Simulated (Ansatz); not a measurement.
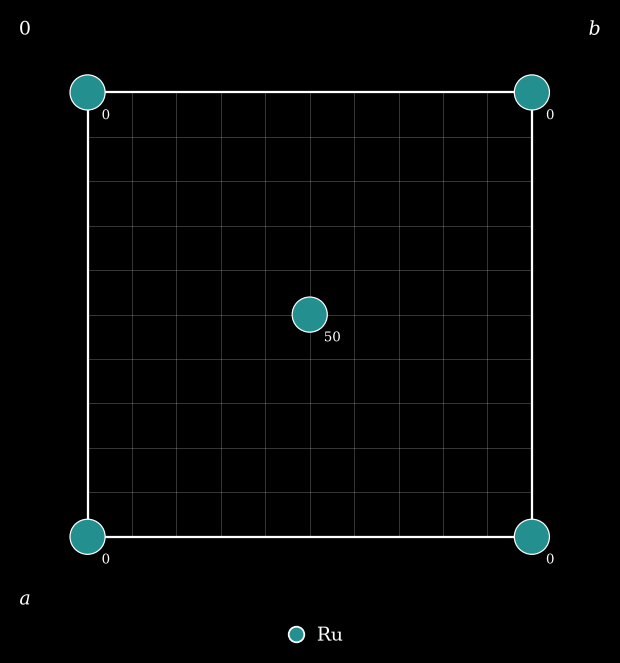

Plan of a unit cell projected along c (a down the page, b across); the numbers are heights in hundredths of c, and atoms on the cell's edges are repeated. The grid marks tenths of a and b. Source: the input geometry of an electronic-structure calculation (not necessarily at equilibrium); the starting structure was generated, so it need not be a known form of this composition. The drawing is computed from the coordinates (standard cell, symmetry found to 0.002 Å).

a = 3.054 Å, b = 3.054 Å, c = 3.054 Å, α = 90.00°, β = 90.00°, γ = 90.00°.

Q: What does the cell contain?

A: 2 Ru: Ru, Z = 2.

Q: Which space group?

A: Im-3m (No. 229), body-centred cubic.

Q: Give the independent sites, coordinates to two places.

A:
```tsv
atom	site	symmetry	x	y	z
Ru	2a	m-3m	0.00	0.00	0.00
```
